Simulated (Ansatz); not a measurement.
Read the following structure.

```cif
data_structure
_symmetry_space_group_name_H-M 'P 1'
_symmetry_Int_Tables_number 1
_cell_length_a 3.1674
_cell_length_b 3.1674
_cell_length_c 5.2885
_cell_angle_alpha 90.000
_cell_angle_beta 90.000
_cell_angle_gamma 120.000
_cell_volume 45.95
loop_
_atom_site_label
_atom_site_type_symbol
_atom_site_fract_x
_atom_site_fract_y
_atom_site_fract_z
_atom_site_occupancy
Co1 Co 0.33333 0.66667 0.00714 1
Co2 Co 0.66667 0.33333 0.50714 1
O1 O 0.33333 0.66667 0.36786 1
O2 O 0.66667 0.33333 0.86786 1
```

> What crystal do these data define?

Formula: CoO. It is primitive hexagonal, space group P6_3mc (No. 186). In terms of structure types, this is wurtzite. Cell content 2 Co, 2 O; Z = 2. The polyhedra are CoO4 tetrahedra; they share corners. About every Co there are four O in a tetrahedral arrangement at 1.91 to 1.97 Å. About every O there are four Co in a tetrahedral arrangement at 1.91 to 1.97 Å. The bonds build a three-dimensional framework.

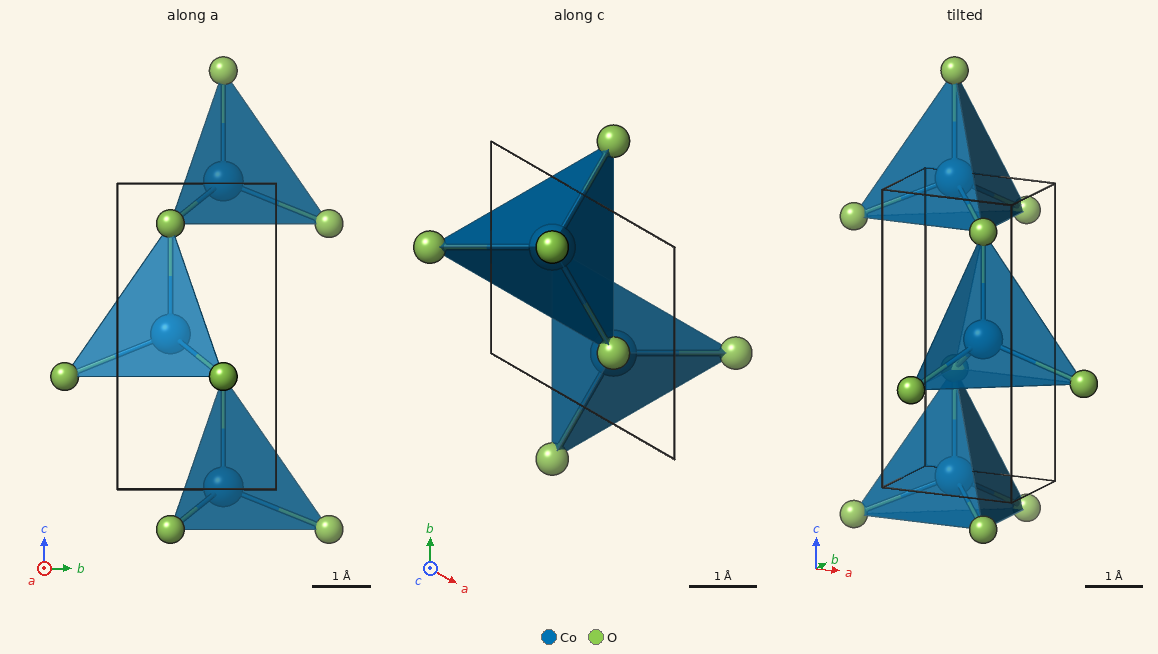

Polyhedral drawing of the structure, looking along the a axis, along the c axis and slightly off an axis. One conventional unit cell is framed, with atoms on its boundary repeated. Some atoms of the next cells are drawn as well.

Starting structure: a structure listed in the Materials Project. Earlier steps of the study may have refined or changed the cell and positions. It was run through Ansatz as a DFT input.
